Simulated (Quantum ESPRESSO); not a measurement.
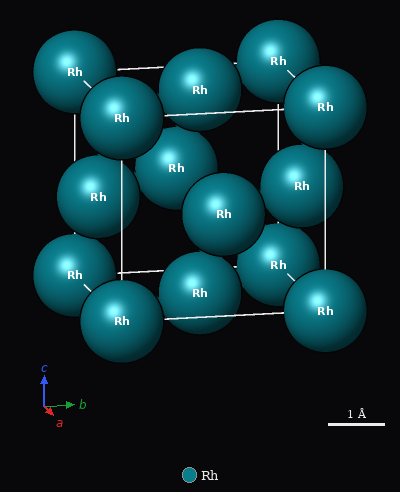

Fig. 1: The structure (spheres-only view of the cell 4 times as large as that of the calculation, set on its symmetry axes, seen slightly off an axis). An atom can appear more than once, as a periodic image.

**Band-structure run of Rh (part 1 of 3)**

System: Rh (Fm-3m, 1 atom in the cell).
Method: Kohn-Sham DFT of a periodic cell, PBEsol, spin-orbit coupling, PseudoDojo 0.4 FR PBEsol standard, no spin polarisation (Quantum ESPRESSO 7.5).

The structure derives from an entry of the Crystallography Open Database.

**Input**
```
&CONTROL
  calculation = 'scf'
  prefix = 'pwscf'
  outdir = './tmp'
  pseudo_dir = './pseudo'
  tprnfor = .true.
  tstress = .true.
  disk_io = 'low'
/
&SYSTEM
  ibrav = 0
  nat = 1
  ntyp = 1
  ecutwfc = 88
  nbnd = 30
  occupations = 'smearing'
  smearing = 'fd'
  degauss = 0.00367493
  noncolin = .true.
  lspinorb = .true.
/
&ELECTRONS
  conv_thr = 2d-10
  electron_maxstep = 120
  mixing_beta = 0.5
/
ATOMIC_SPECIES
Rh   102.9055 Rh.upf
CELL_PARAMETERS bohr
   0.0000000000    3.5864167256    3.5864167256
   3.5864167256    0.0000000000    3.5864167256
   3.5864167256    3.5864167256    0.0000000000
ATOMIC_POSITIONS bohr
Rh     0.0000000000    0.0000000000    0.0000000000
K_POINTS automatic
12 12 12 0 0 0
```

**File bands.in**
```
&CONTROL
  calculation = 'bands'
  prefix = 'pwscf'
  outdir = './tmp'
  pseudo_dir = './pseudo'
  disk_io = 'low'
  verbosity = 'high'
/
&SYSTEM
  ibrav = 0
  nat = 1
  ntyp = 1
  ecutwfc = 88
  nbnd = 30
  occupations = 'smearing'
  smearing = 'fd'
  degauss = 0.00367493
  noncolin = .true.
  lspinorb = .true.
/
&ELECTRONS
  conv_thr = 1d-08
  electron_maxstep = 120
  mixing_beta = 0.5
  diago_full_acc = .true.
  startingwfc = 'random'
/
ATOMIC_SPECIES
Rh   102.9055 Rh.upf
CELL_PARAMETERS bohr
   0.0000000000    3.5864167256    3.5864167256
   3.5864167256    0.0000000000    3.5864167256
   3.5864167256    3.5864167256    0.0000000000
ATOMIC_POSITIONS bohr
Rh     0.0000000000    0.0000000000    0.0000000000
K_POINTS crystal
60
 0.0000000000  0.0000000000  0.0000000000 1
 0.0625000000  0.0000000000  0.0625000000 1
 0.1250000000  0.0000000000  0.1250000000 1
 0.1875000000  0.0000000000  0.1875000000 1
 0.2500000000  0.0000000000  0.2500000000 1
 0.3125000000  0.0000000000  0.3125000000 1
 0.3750000000  0.0000000000  0.3750000000 1
 0.4375000000  0.0000000000  0.4375000000 1
 0.5000000000  0.0000000000  0.5000000000 1
 0.5000000000  0.0625000000  0.5625000000 1
 0.5000000000  0.1250000000  0.6250000000 1
 0.5000000000  0.1875000000  0.6875000000 1
 0.5000000000  0.2500000000  0.7500000000 1
 0.4375000000  0.3125000000  0.7500000000 1
 0.3750000000  0.3750000000  0.7500000000 1
 0.3375000000  0.3375000000  0.6750000000 1
 0.3000000000  0.3000000000  0.6000000000 1
 0.2625000000  0.2625000000  0.5250000000 1
 0.2250000000  0.2250000000  0.4500000000 1
 0.1875000000  0.1875000000  0.3750000000 1
 0.1500000000  0.1500000000  0.3000000000 1
 0.1125000000  0.1125000000  0.2250000000 1
 0.0750000000  0.0750000000  0.1500000000 1
 0.0375000000  0.0375000000  0.0750000000 1
 0.0000000000  0.0000000000  0.0000000000 1
 0.0625000000  0.0625000000  0.0625000000 1
 0.1250000000  0.1250000000  0.1250000000 1
 0.1875000000  0.1875000000  0.1875000000 1
 0.2500000000  0.2500000000  0.2500000000 1
 0.3125000000  0.3125000000  0.3125000000 1
 0.3750000000  0.3750000000  0.3750000000 1
 0.4375000000  0.4375000000  0.4375000000 1
 0.5000000000  0.5000000000  0.5000000000 1
 0.5250000000  0.4500000000  0.5250000000 1
 0.5500000000  0.4000000000  0.5500000000 1
 0.5750000000  0.3500000000  0.5750000000 1
 0.6000000000  0.3000000000  0.6000000000 1
 0.6250000000  0.2500000000  0.6250000000 1
 0.5833333333  0.2500000000  0.6666666667 1
 0.5416666667  0.2500000000  0.7083333333 1
 0.5000000000  0.2500000000  0.7500000000 1
 0.5000000000  0.2857142857  0.7142857143 1
 0.5000000000  0.3214285714  0.6785714286 1
 0.5000000000  0.3571428571  0.6428571429 1
 0.5000000000  0.3928571429  0.6071428571 1
 0.5000000000  0.4285714286  0.5714285714 1
 0.5000000000  0.4642857143  0.5357142857 1
 0.5000000000  0.5000000000  0.5000000000 1
 0.4821428571  0.4821428571  0.5357142857 1
 0.4642857143  0.4642857143  0.5714285714 1
 0.4464285714  0.4464285714  0.6071428571 1
 0.4285714286  0.4285714286  0.6428571429 1
 0.4107142857  0.4107142857  0.6785714286 1
 0.3928571429  0.3928571429  0.7142857143 1
 0.3750000000  0.3750000000  0.7500000000 1
 0.6250000000  0.2500000000  0.6250000000 1
 0.5937500000  0.1875000000  0.5937500000 1
 0.5625000000  0.1250000000  0.5625000000 1
 0.5312500000  0.0625000000  0.5312500000 1
 0.5000000000  0.0000000000  0.5000000000 1
```

Machine: 2 threads of AMD EPYC (Zen 5), 32 GiB of memory available, shared host.

Run as:
```bash
OMP_NUM_THREADS=1 mpirun -n 2 pw.x -nk 2 -in pw.in > pw.out
OMP_NUM_THREADS=1 mpirun -n 2 pw.x -nk 2 -in bands.in > bands.out
```

**The program's output**
```
This program is part of the open-source Quantum ESPRESSO suite
     for quantum simulation of materials; please cite
         "P. Giannozzi et al., J. Phys.:Condens. Matter 21 395502 (2009);
         "P. Giannozzi et al., J. Phys.:Condens. Matter 29 465901 (2017);
         "P. Giannozzi et al., J. Chem. Phys. 152 154105 (2020);
          URL
     in publications or presentations arising from this work. More details at

     Message from routine setup:
     using ibrav=0 with symmetry is DISCOURAGED, use correct ibrav instead

     K-points division:     npool     =       2
     Subspace diagonalization in iterative solution of the eigenvalue problem:
     a serial algorithm will be used

     G-vector sticks info
     --------------------
     sticks:   dense  smooth     PW     G-vecs:    dense   smooth      PW
     Sum         625     625    199                10177    10177    1837

     Using Slab Decomposition

     bravais-lattice index     =            0
     lattice parameter (alat)  =       5.0720  a.u.
     unit-cell volume          =      92.2597 (a.u.)^3
     number of atoms/cell      =            1
     number of atomic types    =            1
     number of electrons       =        17.00
     number of Kohn-Sham states=           30
     kinetic-energy cutoff     =      88.0000  Ry
     charge density cutoff     =     352.0000  Ry
     scf convergence threshold =      2.0E-10
     mixing beta               =       0.5000
     number of iterations used =            8  plain     mixing
     Exchange-correlation= PBESOL
                           (   1   4  10   8   0   0   0)
     Non magnetic calculation with spin-orbit

     celldm(1)=   5.071959  celldm(2)=   0.000000  celldm(3)=   0.000000
     celldm(4)=   0.000000  celldm(5)=   0.000000  celldm(6)=   0.000000

     crystal axes: (cart. coord. in units of alat)
               a(1) = (   0.000000   0.707107   0.707107 )
               a(2) = (   0.707107   0.000000   0.707107 )
               a(3) = (   0.707107   0.707107   0.000000 )

     reciprocal axes: (cart. coord. in units 2 pi/alat)
               b(1) = ( -0.707107  0.707107  0.707107 )
               b(2) = (  0.707107 -0.707107  0.707107 )
               b(3) = (  0.707107  0.707107 -0.707107 )

     PseudoPot. # 1 for Rh read from file:
     Rh.upf
     Pseudo is Norm-conserving + core correction, Zval = 17.0
     Generated using ONCVPSP code by D. R. Hamann
     Using radial grid of 1568 points, 10 beta functions with:
                l(1) =   0
                l(2) =   0
                l(3) =   1
                l(4) =   1
                l(5) =   1
                l(6) =   1
                l(7) =   2
                l(8) =   2
                l(9) =   2
               l(10) =   2

     atomic species   valence    mass     pseudopotential
     Rh               17.00   102.90550     Rh( 1.00)

     48 Sym. Ops., with inversion, found

   Cartesian axes

     site n.     atom                  positions (alat units)
         1        Rh     tau(   1) = (   0.0000000   0.0000000   0.0000000  )

     number of k points=    72  Fermi-Dirac smearing, width (Ry)=  0.0037
                       cart. coord. in units 2pi/alat
        k(    1) = (   0.0000000   0.0000000   0.0000000), wk =   0.0005787
        k(    2) = (   0.0589256   0.0589256  -0.0589256), wk =   0.0046296
        k(    3) = (   0.1178511   0.1178511  -0.1178511), wk =   0.0046296
        k(    4) = (   0.1767767   0.1767767  -0.1767767), wk =   0.0046296
        k(    5) = (   0.2357023   0.2357023  -0.2357023), wk =   0.0046296
        k(    6) = (   0.2946278   0.2946278  -0.2946278), wk =   0.0046296
        k(    7) = (  -0.3535534  -0.3535534   0.3535534), wk =   0.0023148
        k(    8) = (   0.1178511   0.0000000  -0.0000000), wk =   0.0034722
        k(    9) = (   0.1767767   0.0589256  -0.0589256), wk =   0.0138889
        k(   10) = (   0.2357023   0.1178511  -0.1178511), wk =   0.0138889
        k(   11) = (   0.2946278   0.1767767  -0.1767767), wk =   0.0138889
        k(   12) = (   0.3535534   0.2357023  -0.2357023), wk =   0.0138889
        k(   13) = (  -0.2946278  -0.4124790   0.4124790), wk =   0.0138889
        k(   14) = (  -0.2357023  -0.3535534   0.3535534), wk =   0.0138889
        k(   15) = (  -0.1767767  -0.2946278   0.2946278), wk =   0.0138889
        k(   16) = (  -0.1178511  -0.2357023   0.2357023), wk =   0.0138889
        k(   17) = (  -0.0589256  -0.1767767   0.1767767), wk =   0.0138889
        k(   18) = (  -0.0000000  -0.1178511   0.1178511), wk =   0.0069444
        k(   19) = (   0.2357023   0.0000000  -0.0000000), wk =   0.0034722
        k(   20) = (   0.2946278   0.0589256  -0.0589256), wk =   0.0138889
        k(   21) = (   0.3535534   0.1178511  -0.1178511), wk =   0.0138889
        k(   22) = (   0.4124790   0.1767767  -0.1767767), wk =   0.0138889
        k(   23) = (  -0.2357023  -0.4714045   0.4714045), wk =   0.0138889
        k(   24) = (  -0.1767767  -0.4124790   0.4124790), wk =   0.0138889
        k(   25) = (  -0.1178511  -0.3535534   0.3535534), wk =   0.0138889
        k(   26) = (  -0.0589256  -0.2946278   0.2946278), wk =   0.0138889
        k(   27) = (   0.0000000  -0.2357023   0.2357023), wk =   0.0069444
        k(   28) = (   0.3535534   0.0000000   0.0000000), wk =   0.0034722
        k(   29) = (   0.4124790   0.0589256  -0.0589256), wk =   0.0138889
        k(   30) = (   0.4714045   0.1178511  -0.1178511), wk =   0.0138889
        k(   31) = (  -0.1767767  -0.5303301   0.5303301), wk =   0.0138889
        k(   32) = (  -0.1178511  -0.4714045   0.4714045), wk =   0.0138889
        k(   33) = (  -0.0589256  -0.4124790   0.4124790), wk =   0.0138889
        k(   34) = (   0.0000000  -0.3535534   0.3535534), wk =   0.0069444
        k(   35) = (   0.4714045   0.0000000  -0.0000000), wk =   0.0034722
        k(   36) = (   0.5303301   0.0589256  -0.0589256), wk =   0.0138889
        k(   37) = (  -0.1178511  -0.5892557   0.5892557), wk =   0.0138889
        k(   38) = (  -0.0589256  -0.5303301   0.5303301), wk =   0.0138889
        k(   39) = (  -0.0000000  -0.4714045   0.4714045), wk =   0.0069444
        k(   40) = (   0.5892557   0.0000000  -0.0000000), wk =   0.0034722
        k(   41) = (  -0.0589256  -0.6481812   0.6481812), wk =   0.0138889
        k(   42) = (   0.0000000  -0.5892557   0.5892557), wk =   0.0069444
        k(   43) = (  -0.7071068   0.0000000   0.0000000), wk =   0.0017361
        k(   44) = (   0.2357023   0.1178511   0.0000000), wk =   0.0138889
        k(   45) = (   0.2946278   0.1767767  -0.0589256), wk =   0.0277778
        k(   46) = (   0.3535534   0.2357023  -0.1178511), wk =   0.0277778
        k(   47) = (  -0.2946278  -0.4124790   0.5303301), wk =   0.0277778
        k(   48) = (  -0.2357023  -0.3535534   0.4714045), wk =   0.0138889
        k(   49) = (   0.3535534   0.1178511   0.0000000), wk =   0.0138889
        k(   50) = (   0.4124790   0.1767767  -0.0589256), wk =   0.0277778
        k(   51) = (  -0.2357023  -0.4714045   0.5892557), wk =   0.0277778
        k(   52) = (  -0.1767767  -0.4124790   0.5303301), wk =   0.0277778
        k(   53) = (  -0.1178511  -0.3535534   0.4714045), wk =   0.0277778
        k(   54) = (  -0.0589256  -0.2946278   0.4124790), wk =   0.0277778
        k(   55) = (   0.0000000  -0.2357023   0.3535534), wk =   0.0138889
        k(   56) = (   0.4714045   0.1178511  -0.0000000), wk =   0.0138889
        k(   57) = (  -0.1767767  -0.5303301   0.6481812), wk =   0.0277778
        k(   58) = (  -0.1178511  -0.4714045   0.5892557), wk =   0.0277778
        k(   59) = (  -0.0589256  -0.4124790   0.5303301), wk =   0.0277778
        k(   60) = (   0.0000000  -0.3535534   0.4714045), wk =   0.0138889
        k(   61) = (  -0.1178511  -0.5892557   0.7071068), wk =   0.0138889
        k(   62) = (  -0.0589256  -0.5303301   0.6481812), wk =   0.0277778
        k(   63) = (  -0.0000000  -0.4714045   0.5892557), wk =   0.0138889
        k(   64) = (  -0.7071068   0.1178511  -0.0000000), wk =   0.0069444
        k(   65) = (  -0.2357023  -0.4714045   0.7071068), wk =   0.0138889
        k(   66) = (  -0.1767767  -0.4124790   0.6481812), wk =   0.0277778
        k(   67) = (  -0.1178511  -0.3535534   0.5892557), wk =   0.0138889
        k(   68) = (  -0.1178511  -0.4714045   0.7071068), wk =   0.0138889
        k(   69) = (  -0.0589256  -0.4124790   0.6481812), wk =   0.0277778
        k(   70) = (   0.0000000  -0.3535534   0.5892557), wk =   0.0138889
        k(   71) = (  -0.7071068   0.2357023   0.0000000), wk =   0.0069444
        k(   72) = (  -0.7071068   0.3535534   0.0000000), wk =   0.0034722

     Dense  grid:    10177 G-vectors     FFT dimensions: (  32,  32,  32)

     Initial potential from superposition of free atoms

     starting charge      16.9994, renormalised to      17.0000
     Starting wfcs are   20 randomized atomic wfcs +   10 random wfcs

     Self-consistent Calculation

     iteration #  1     ecut=    88.00 Ry     beta= 0.50
     Davidson diagonalization with overlap
     ethr =  1.00E-02,  avg # of iterations =  4.3

     Threshold (ethr) on eigenvalues was too large:
     Diagonalizing with lowered threshold

     Davidson diagonalization with overlap
     ethr =  7.53E-04,  avg # of iterations =  1.1

     total energy              =    -234.38356783 Ry
     estimated scf accuracy    <       0.12809947 Ry

     iteration #  2     ecut=    88.00 Ry     beta= 0.50
     Davidson diagonalization with overlap
     ethr =  7.54E-04,  avg # of iterations =  2.0

     total energy              =    -234.41589506 Ry
     estimated scf accuracy    <       0.00903612 Ry

     iteration #  3     ecut=    88.00 Ry     beta= 0.50
     Davidson diagonalization with overlap
     ethr =  5.32E-05,  avg # of iterations =  2.4

     total energy              =    -234.41745798 Ry
     estimated scf accuracy    <       0.00055159 Ry

     iteration #  4     ecut=    88.00 Ry     beta= 0.50
     Davidson diagonalization with overlap
     ethr =  3.24E-06,  avg # of iterations =  4.3

     total energy              =    -234.41751587 Ry
     estimated scf accuracy    <       0.00001141 Ry

     iteration #  5     ecut=    88.00 Ry     beta= 0.50
     Davidson diagonalization with overlap
     ethr =  6.71E-08,  avg # of iterations =  2.1

     total energy              =    -234.41751670 Ry
     estimated scf accuracy    <       0.00000111 Ry

     iteration #  6     ecut=    88.00 Ry     beta= 0.50
     Davidson diagonalization with overlap
     ethr =  6.53E-09,  avg # of iterations =  2.0

     total energy              =    -234.41751691 Ry
     estimated scf accuracy    <       0.00000008 Ry

     iteration #  7     ecut=    88.00 Ry     beta= 0.50
     Davidson diagonalization with overlap
     ethr =  4.44E-10,  avg # of iterations =  1.1
```
